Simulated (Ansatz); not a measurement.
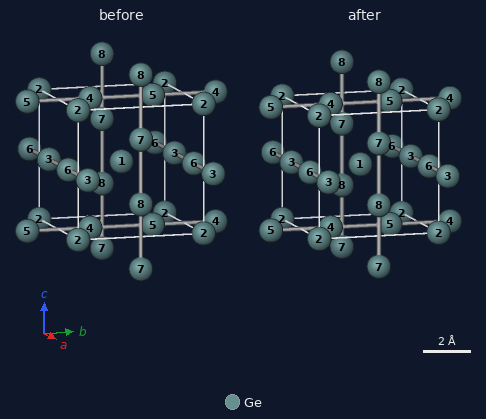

The structure of solid Ge (built on the beta-tungsten (A15)_223 type) (coarse preliminary run) before (left) and after (right) a relaxation, at one scale.

The picture is a ball-and-stick view of the cell of the calculation, seen slightly off an axis.

Case: beta-tungsten (A15) type (Pm-3n, No. 223).

Method: DFT PBE, scalar-relativistic, plane waves, PAW in Ansatz 0.2.0.

The input:
```yaml
crystal:
  lattice:
    - [5.7002725889, 0.0, 0.0]
    - [0.0, 5.7002725889, 0.0]
    - [0.0, 0.0, 5.7002725889]
  atoms:
    - { symbol: Ge, position: [0.5, 0.5, 0.5] }
    - { symbol: Ge, position: [0.0, 0.0, 0.0] }
    - { symbol: Ge, position: [0.25, 0.0, 0.5] }
    - { symbol: Ge, position: [0.5, 0.25, 0.0] }
    - { symbol: Ge, position: [0.5, 0.75, 0.0] }
    - { symbol: Ge, position: [0.75, 0.0, 0.5] }
    - { symbol: Ge, position: [0.0, 0.5, 0.75] }
    - { symbol: Ge, position: [0.0, 0.5, 0.25] }
basis:
  ecutwfc: 420
kpoints:
  mp_grid: { grid: [4, 4, 4] }
hamiltonian:
  xc: pbe
scf:
  occupations: { method: gaussian, width: 0.1 }
  lower_state_search: "off"
output:
  forces: true
  stress: true
  eigenvalues: true
relax:
  adjacent_minimum: "off"
  f_tol: 0.04
  max_steps: 70
  cell: { stress_tol: 0.4 }
```

Q: Describe what moved and what it gained.

A: Over 1 accepted move (2 points after the start) the energy falls by 0.539 eV per cell of the calculation. All forces vanish by symmetry, so only the cell relaxes. The pressure goes from −6.21 to 0.25 GPa. The SCF was repeated once at an unchanged geometry on a basis and grid sized afresh for the cell, which shifted the energy by 5.0 meV per cell of the calculation at most. No atom moves by more than 0.005 Å relative to the cell. The volume changes by −14.0 %, with a = b = c 5.700 → 5.421 Å (−4.9 %). Near-neighbour distances that change, for instance: Ge3–Ge6 2.850 → 2.711 Å. The space group stays Pm-3n (No. 223).
